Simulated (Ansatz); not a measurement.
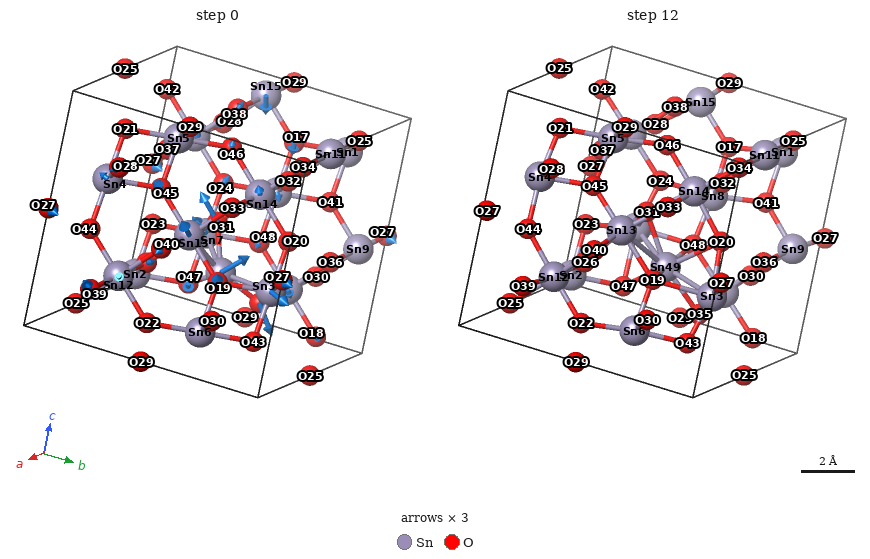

The structure of a defect cell of composition Sn17O32 before (left) and after (right) a relaxation, at one scale. The blue arrows give the displacements, magnified 3 times.

Style: ball-and-stick. Shown: the cell of the calculation (origin shifted), slightly off an axis.

Case: Sn interstitial, charge +0, atoms relaxed at the host's cell.

All numbers below come from Ansatz, DFT PBE, scalar-relativistic, plane waves, PAW. (plane-wave cutoff 420 eV; k-point mesh 2 × 2 × 2; occupations gaussian; smearing width 0.01 eV; mesh shifted by (0.5, 0.5, 0.5); no spin polarisation; atoms relaxed in a fixed cell; force threshold 0.025 eV/Å; at most 45 steps)

> What changed between the two?

The run was cut off at its time limit before the relaxation converged, so the last structure is only a point on the way. The energy falls by 6.589 eV per cell of the calculation in 10 accepted moves (12 points after the start). Largest force component: 7.3 eV/Å at the start, 0.092 eV/Å at the end. The line search rejected the trial steps at points 4, 6 of the run. The largest moves, 0.47 Å, are those of O atoms. By element the largest moves are O 0.47 Å, Sn 0.45 Å. The lattice vectors keep their values. Some distances before and after: Sn–Sn 2.546 → 3.024 Å, O–Sn 2.993 → 2.571 Å, O–Sn 2.093 → 2.511 Å, O–Sn 1.927 → 2.300 Å. Bond angles that change, for instance: Sn–O–Sn 116.9° → 96.6°, Sn–O–Sn 129.2° → 139.5°, O–Sn–O 180.0° → 171.0°.
